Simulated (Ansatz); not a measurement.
**A series of single points on TiAl**

System: TiAl (P3m1, 2 atoms in the cell).
Method: DFT PBE, scalar-relativistic, plane waves, PAW, no spin polarisation (Ansatz 0.2.0).

The 5 runs differ only in the geometry, by an even scaling of the cell at fixed fractional positions. The structure derives from a Materials Project entry.

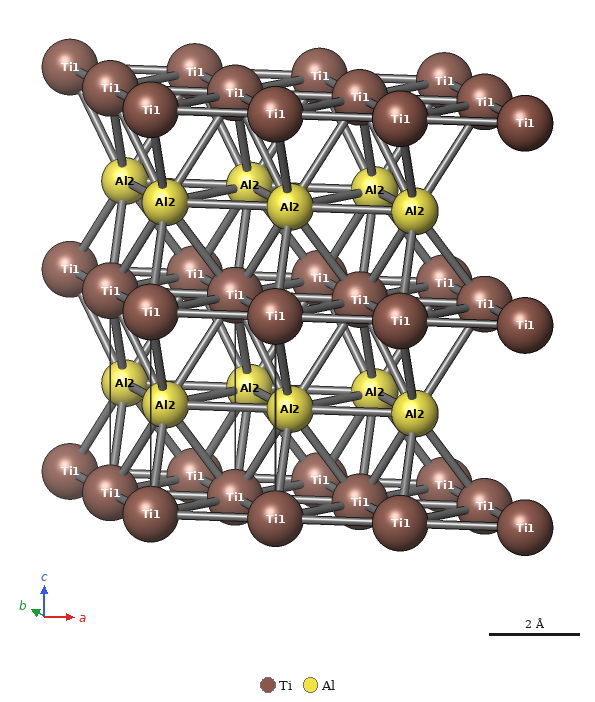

Figure 1. The structure of run 3 (ball-and-stick view of the cell of the calculation, repeated 3 × 2 × 2, seen slightly off an axis; atoms are numbered from 1 in the order of the input).

### Input of run 3
```yaml
crystal:
  lattice:
    - [2.857198485, 0.0, 0.0]
    - [-1.4285992425, 2.4744064717, 0.0]
    - [0.0, 0.0, 4.6099997294]
  atoms:
    - { symbol: Ti, position: [0.0, 0.0, 0.0075179876] }
    - { symbol: Al, position: [0.3333333333, 0.6666666667, 0.4866626023] }
basis:
  ecutwfc: 520.0
kpoints:
  mp_grid: { grid: [18, 18, 10] }
hamiltonian:
  xc: pbe
scf:
  occupations: { method: gaussian, width: 0.15 }
output:
  forces: true
  stress: true
  eigenvalues: true
```

Command:
```bash
ansatz run input.yaml --threads 1 --pin off --max-ram 2048MiB --backend cpu --events-out ev --progress --plain --runs-dir out
```

Lattice vectors (Å) and fractional positions of run 3:
```
   2.857198    0.000000    0.000000
  -1.428599    2.474406    0.000000
   0.000000    0.000000    4.610000
Ti  0.000000  0.000000  0.007518
Al  0.333333  0.666667  0.486663
```

Run 4 differs from it as follows:
```diff
-    - [2.857198485, 0.0, 0.0]
-    - [-1.4285992425, 2.4744064717, 0.0]
-    - [0.0, 0.0, 4.6099997294]
+    - [2.8811117122, 0.0, 0.0]
+    - [-1.4405558561, 2.4951159339, 0.0]
+    - [0.0, 0.0, 4.648582968]
```

### Results, with one run withheld

| run | volume per atom (Å³) | free energy per atom, from the lowest run given (meV) | pressure (GPa) |
| --- | --- | --- | --- |
| 1 | 15.487 | 32.75 | 9.91 |
| 2 | 15.885 | 12.44 | 6.47 |
| 3 | 16.296 | 0.00 | 3.31 |
| 4 | 16.709 | ? | ? |
| 5 | 17.560 | 6.01 | −4.36 |

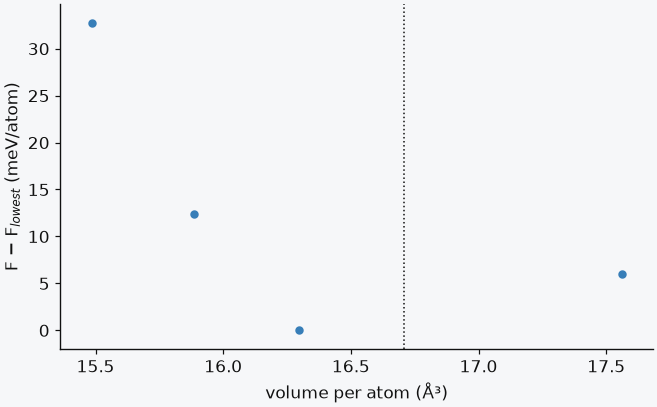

Figure 2. Free energy per atom of the runs given; the dotted line marks run 4.

Fit the runs given and predict run 4.

A quadratic polynomial in V^(−2/3) (the Birch–Murnaghan form), fitted to the 4 runs given, misses them by under 0.01 meV per atom. With x = V^(−2/3) − 0.15570 Å⁻², it reads F = 0.40266 + 3364.3 x + 5.3304e+05 x² (meV per atom). At run 4 it gives −4.79 meV per atom, and the run itself gives −4.81. The slope of the fit gives a pressure −dF/dV of 0.48 GPa there, and the run prints 0.49 GPa. The fit has its minimum at 16.784 Å³ per atom, where V d²F/dV² gives 105 GPa. Cell shape and fractional positions are held, so this is the stiffness under even scaling; the relaxed bulk modulus wasn't computed.

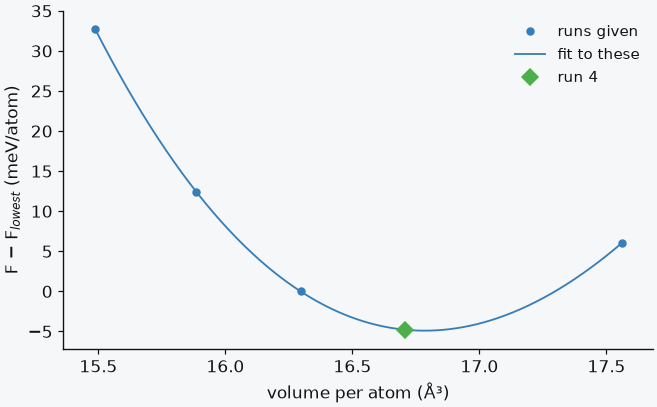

Figure 3. The fit and the withheld run.

### Output, shortened to warnings, some set-up lines, iterations and results (run 4)
```
Basis set: ecut = 520 eV, 917 PW (Γ), exchange–correlation on 48×48×72 points (8 copies of the dense FFT grid, shifted against one another)
Symmetry: 6 space group operations
k-points: 330 of 3240 (time reversal used)
Initial density: superposition of atomic densities (neutral atoms: chi_scale 0, normalization atom), corrected by the library's trained network
[...]
SCF iter   1: F=—  HF=-3037.658290 eV  |F-HF|=—  |Δ(HF+E_count)|=         —  Δρ=5.77e-3  dr2=2.10e-2  ethr=1.77e-3  ⟨swp⟩=5.0  Hψ=19887  notcnv=0
SCF iter   2: F=—  HF=-3037.656595 eV  |F-HF|=—  |Δ(HF+E_count)|=   1.70e-3  Δρ=4.12e-3  dr2=1.25e-2  ethr=1.40e-4  ⟨swp⟩=1.0  Hψ=6600  notcnv=0
SCF iter   3: F=—  HF=-3037.654729 eV  |F-HF|=—  |Δ(HF+E_count)|=   1.87e-3  Δρ=9.89e-4  dr2=6.83e-4  ethr=8.34e-5  ⟨swp⟩=2.0  Hψ=4524  notcnv=0
SCF iter   4: F=—  HF=-3037.654566 eV  |F-HF|=—  |Δ(HF+E_count)|=   1.63e-4  Δρ=2.34e-4  dr2=1.62e-5  ethr=4.55e-6  ⟨swp⟩=2.2  Hψ=5088  notcnv=0
SCF iter   5: F=—  HF=-3037.654583 eV  |F-HF|=—  |Δ(HF+E_count)|=   1.70e-5  Δρ=7.90e-5  dr2=5.47e-6  ethr=1.08e-7  ⟨swp⟩=2.1  Hψ=5405  notcnv=0
SCF iter   6: F=—  HF=-3037.654582 eV  |F-HF|=—  |Δ(HF+E_count)|=   1.09e-6  Δρ=2.63e-5  dr2=2.25e-7  ethr=3.65e-8  ⟨swp⟩=2.0  Hψ=5009  notcnv=0
SCF iter   7: F=-3037.654582 eV  HF=-3037.654582 eV  |F-HF|=5.75e-9  |Δ(HF+E_count)|=   4.07e-8  Δρ=7.19e-6  dr2=6.83e-9  ethr=6.67e-10  ⟨swp⟩=4.5  Hψ=11875  notcnv=0
SCF 1 converged in 7 iterations: F = -3037.654582 eV  dr2 = 6.83e-9
SCF converged after 7 iterations
Free energy (F): -3037.654582 eV
Harris-Foulkes:  -3037.654582 eV  (|F-HF|=5.75e-9)
Internal energy: -3037.625762 eV  (E = F + TS)
E sigma→0 (E₀):  -3037.640172 eV
Entropy (-TS):   -0.028821 eV (-14.410 meV/atom)
Fermi energy:    10.402786 eV
--- Per-component energies (eV) ---
  E_band       = -170.554787
  E_kinetic    = 295.387576
  E_local      = -1154.059121  (includes V_loc(G=0)·N_el)
  E_nonlocal   = 18.615342
  E_hartree    = 497.671295
  E_xc         = -137.400684
  E_vxc        = -151.153375  (∫ρ·V_xc dr)
  E_paw        = -1515.112482  (= ΣΔE_a)
  E_vpaw       = -174.687245  (= ΣTr[D̂ρ^β])
  E_aug_tail   = 0.000052  (compensation charges beyond the density's cutoff)
  E_ewald      = -1042.727740
  E_smearing   = -0.028821  (= −TS)
  E_closure    = -0.000000  (closes the sum)
  Σ components = -3037.654582   (vs F -3037.654582, Δ=0.00e0)
--- Forces (eV/Å), atoms counted from 1 ---
  atom   1  Ti    -0.00000000     0.00000000    -0.69448025
  atom   2  Al     0.00000000    -0.00000000     0.69450618
  max |Σ_I F_I| component: 2.59e-5 eV/Å
--- Stress (GPa, compression-positive) ---
        0.371450       0.000000       0.000000
        0.000000       0.371450       0.000000
        0.000000      -0.000000       0.719584
  P = ⅓ Tr σ = 0.4875 GPa (4.875 kbar)
```
